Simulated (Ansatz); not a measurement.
# Single-point calculation of TiO (part 1 of 3)

TiO (P-62m, 6 atoms in the cell), computed with DFT r2SCAN+U, scalar-relativistic, plane waves, PAW, Ueff = 4 eV on Ti d, spin-polarised (Ansatz 0.2.0).

The structure derives from a Materials Project entry. Figures and captions count atoms from 1; the log counts them from 0 in places.

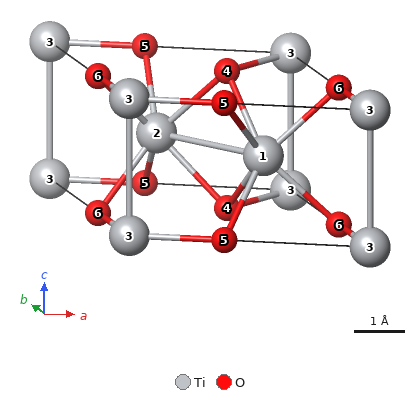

The structure as given in the input (ball-and-stick view of the cell of the calculation, seen slightly off an axis; atoms are numbered from 1 in the order of the input). An atom can appear more than once, as a periodic image.

## Input
```yaml
crystal:
  lattice:
    - [4.989087772, 0.0, 0.0]
    - [-2.494543886, 4.3206767523, 0.0]
    - [0.0, 0.0, 2.87331344]
  atoms:
    - { symbol: Ti, position: [0.66666667, 0.33333333, 0.5], spin: 1.0 }
    - { symbol: Ti, position: [0.33333333, 0.66666667, 0.5], spin: 1.0 }
    - { symbol: Ti, position: [0.0, 0.0, 0.0], spin: 1.0 }
    - { symbol: O, position: [0.60555924, 0.60555924, 0.0] }
    - { symbol: O, position: [0.39444076, 0.0, 0.0] }
    - { symbol: O, position: [0.0, 0.39444076, 0.0] }
basis:
  ecutwfc: 500
kpoints:
  mp_grid: { grid: [6, 6, 6] }
hamiltonian:
  xc: r2scan
  hubbard: { sites: [{ species: Ti, l: d, u_eff: 4.0 }] }
scf:
  occupations: { method: gaussian, width: 0.1 }
  lower_state_search: "off"
output:
  forces: true
  stress: true
  eigenvalues: true
  populations: true
magnetization:
  spin_polarized: true
```

Launched with:
```bash
ansatz run input.yaml --threads 2 --pin off --max-ram 5120MiB --backend cpu --events-out ev --progress --plain --runs-dir out
```

## Output
```
Ti: projections on atomic orbitals take those of the free atom [Ne] 3s2 3p6 3d2 4s2, of charge +0.00 (hamiltonian.pseudopotentials.projection_atoms); the dataset's partial waves leave at most 4.1e-7 of an orbital's norm unspanned inside its sphere
O: projections on atomic orbitals take those of the free atom [He] 2s2 2p4, of charge +0.00 (hamiltonian.pseudopotentials.projection_atoms); the dataset's partial waves leave at most 1.9e-8 of an orbital's norm unspanned inside its sphere
Engine: ansatz 0.2.0, aarch64-unknown-linux-gnu
Pseudopotentials: kind: paw
Pseudopotential: Ti, paw, valence charge 12, recommended cutoff 500 eV (meta_gga), Ti.paw.azcp
Pseudopotential: O, paw, valence charge 6, recommended cutoff 500 eV (meta_gga), O.paw.azcp
Functional definition: r2SCAN
  parameter k0 = 0.174
  parameter k1 = 0.065
  parameter a1 = 4.9479
  exchange = r2scan_x(k0 = k0, k1 = k1, a1 = a1)
  correlation = r2scan_c
Crystal: 6 atoms, lattice volume = 61.938 Å³
Basis set: ecut = 500 eV, 1565 PW (Γ), exchange–correlation on 160×160×96 points (64 copies of the dense FFT grid, shifted against one another)
Bands: 35, of which v1, the nominal top of the filled ones, is band 27 counted from 1 (26 counted from 0)
Symmetry: 12 space group operations
Space group: P-62m (ITA 189), of the structure as read, at distance tolerance 4.0e-5 Å
Magnetic group: BNS 189.221 (UNI 1451), of the structure as read, at distance tolerance 4.0e-5 Å
k-points: 28 of 216 (time reversal used)
Non-local potential: Ti, projectors of the file, l = 0: 3, l = 1: 2, l = 2: 3, l = 3: 1
Non-local potential: O, projectors of the file, l = 0: 2, l = 1: 2, l = 2: 1
PAW form: soft (Blöchl's): semilocal exchange-correlation on the pseudo side does not see the compensation charge
PAW frozen core: Ti, regenerated for the run's functional (the file was generated under x = pbe(κ = 0.804, μ = 0.2195149727645171), c = pbe(β = 0.06672455060314922))
PAW frozen core: O, regenerated for the run's functional (the file was generated under x = pbe(κ = 0.804, μ = 0.2195149727645171), c = pbe(β = 0.06672455060314922))
PAW one-centre angular grid: Ti, 590 points (default); XC on 160 Gauss nodes
PAW one-centre angular grid: O, 302 points (default); XC on 160 Gauss nodes
Initial density: superposition of atomic densities (chi_scale 0.1, normalization cell, long waves kept (reshape's long-wave potential 0.02 eV rms))
Starting moments: Σ|m| = 3 μB on 3 of 6 sites
Initial wavefunctions: pseudopotential atomic-orbital guess
Functional: x = r2scan, c = r2scan; τ floored in thin density (d = 2e-4 eV/Å³)
```
